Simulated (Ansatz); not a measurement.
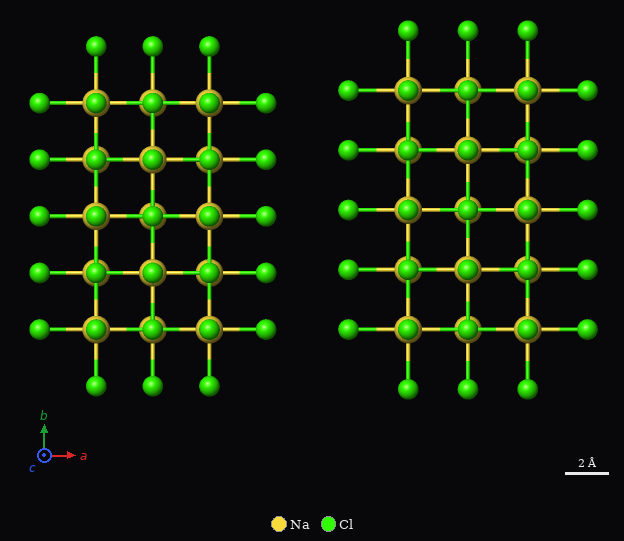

Two geometries of solid NaCl (built on the rocksalt type), drawn at one scale. One is the start of a relaxation, the other its converged end. Style: ball-and-stick. Shown: the conventional cell (4 times the calculation's cell), repeated 1 × 2 × 1 with one cell outlined, along the c axis. Lengths and directions refer to the drawn axes.

These are results of DFT, PBEsol, plane waves, PAW (Ansatz), not measurements. Set-up: plane-wave cutoff 420 eV; k-point mesh 8 × 8 × 8; occupations fermi dirac; smearing width 0.03 eV; no spin polarisation; cell and atoms relaxed; force threshold 0.01 eV/Å; at most 120 steps.

### Which geometry has the lower energy?

The right one is the relaxed one. Over 3 accepted moves (4 points after the start) the energy falls by 54.7 meV per atom. All forces vanish by symmetry, so only the cell relaxes. Pressure: 6.19 GPa at the start and 0.03 GPa at the end. The SCF was repeated once at an unchanged geometry on a basis and grid sized afresh for the cell, which shifted the energy by 0.2 meV per atom at most. No atom moves by more than 0.005 Å relative to the cell. Cell: a = b = c 5.306 → 5.600 Å (+5.5 %). Volume +17.6 %. Some distances before and after: Cl–Na 2.653 → 2.800 Å. The space group stays Fm-3m (No. 225). The run took 1.1 s on 2 threads of AMD EPYC 9R45 96-Core Processor (Zen 5) (shared host), peak memory 0.34 GiB.
